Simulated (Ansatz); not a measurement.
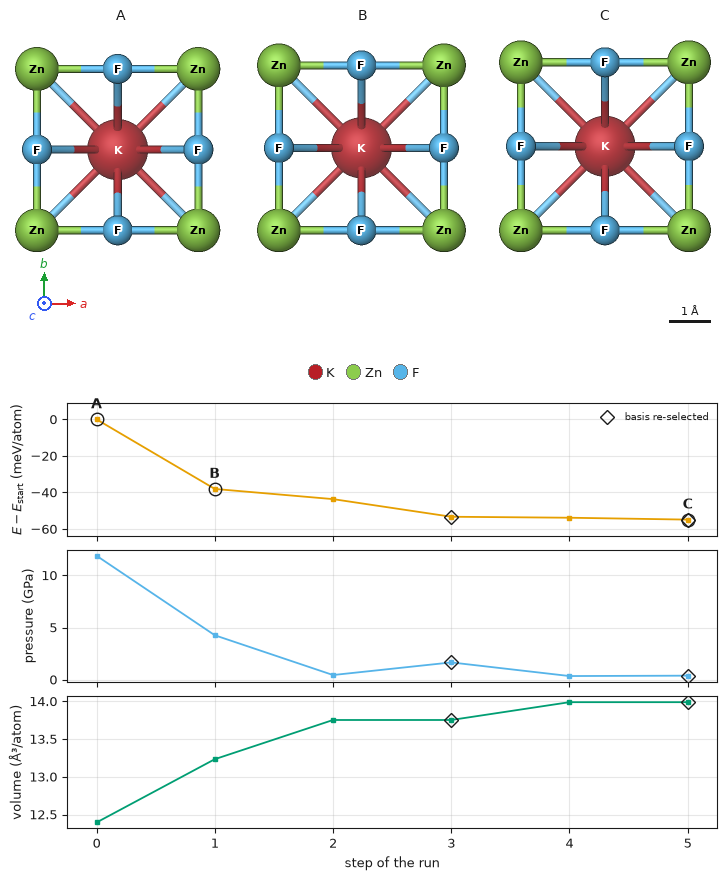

Frames of a relaxation of a crystal of KZnF₃ (a generated structure, set up in Pm-3m) (coarse preliminary run), marked on the history of the run. Style: ball-and-stick. Shown: the cell of the calculation, along the c axis.

Case: Mg → Zn on all its sites, cell and atoms relaxed.

All numbers below come from DFT PBE, scalar-relativistic, plane waves, PAW in Ansatz. Settings: plane-wave cutoff 420 eV; k-point mesh 6 × 6 × 6; occupations gaussian; smearing width 0.1 eV; no spin polarisation; cell and atoms relaxed; force threshold 0.05 eV/Å; at most 60 steps.

What happens along the run?

The energy falls by 54.8 meV per atom in 3 accepted moves (5 points after the start). All forces vanish by symmetry, so only the cell relaxes. Pressure: 11.88 GPa at the start and 0.38 GPa at the end. At 2 points the geometry stayed and the basis and grid were re-selected for the new cell (energy shift of 9.7 meV per atom at most each time). The atoms keep their places relative to the cell (all moves are under 0.005 Å). The volume changes by +12.9 %, with a = b = c 3.957 → 4.120 Å (+4.1 %). Some distances before and after: F–K 2.798 → 2.913 Å, F–Zn 1.979 → 2.060 Å. The space group stays Pm-3m (No. 221). From step 0 to 1: volume +6.8 %, energy −38.1 meV per atom. From step 1 to 5: volume +5.7 %, energy −16.8 meV per atom.

```tsv
step	E − E(0), meV/atom	pressure, GPa	volume, Å³/atom	note
0	0.00	11.88	12.395	
1	-38.07	4.26	13.233	
2	-43.63	0.44	13.753	
3	-53.28	1.65	13.753	same geometry, new basis
4	-53.82	0.35	13.989	
5	-54.85	0.38	13.989	same geometry, new basis
```
